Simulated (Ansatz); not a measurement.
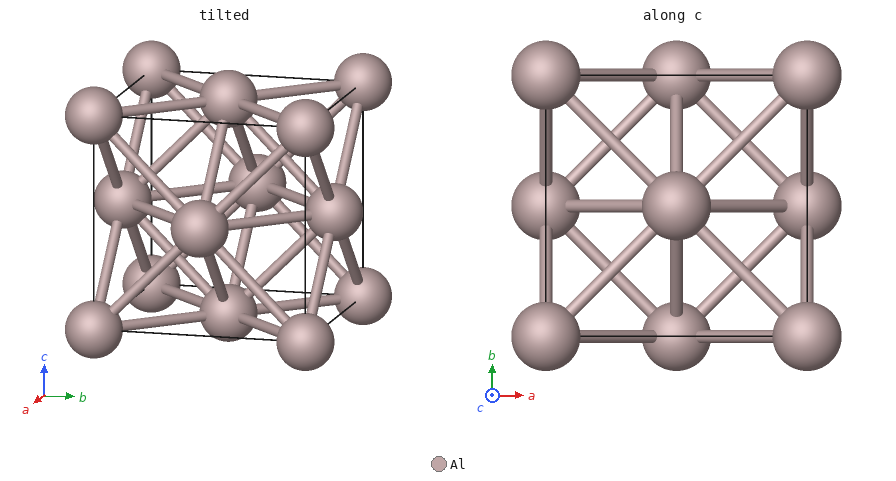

Drawn in the ball-and-stick manner and seen slightly off an axis and along the c axis. One conventional unit cell is framed, with atoms on its boundary repeated.

Al, face-centred cubic (Cu type), space group Fm-3m (No. 225), a = 4.041 Å, b = 4.041 Å, c = 4.041 Å, α = 90.00°, β = 90.00°, γ = 90.00°. Its origin is a structure type filled with this element by a generator (whether the element takes this form wasn't checked). Earlier steps of the study may have refined or changed the cell and positions. It went into a calculation with Ansatz.

This one geometry was computed with Ansatz (DFT, plane waves, PAW) at three levels of theory: PBE, r2SCAN and PBEsol.

**Which level gives the highest pressure at this volume, and what does that say about its equilibrium volume?**

Highest: PBE (0.0 GPa), which points to the largest equilibrium volume. Lowest, with the smallest volume: r2SCAN (-3.0 GPa). Levels within 0.5 GPa of each other can't be told apart.

**How does the band gap change with the level of theory?**

All levels give a metal.

**Collect the results in a table.**

| level | cutoff (eV) | k-mesh of the run's cell | gap (eV) | pressure (GPa) |
| --- | --- | --- | --- | --- |
| PBE | 420 | 28×28×28 | metal | 0.0 |
| r2SCAN | 500 | 28×28×28 | metal | -3.0 |
| PBEsol | 420 | 28×28×28 | metal | -1.5 |

Gaps are taken on the k-mesh or band path of each run.
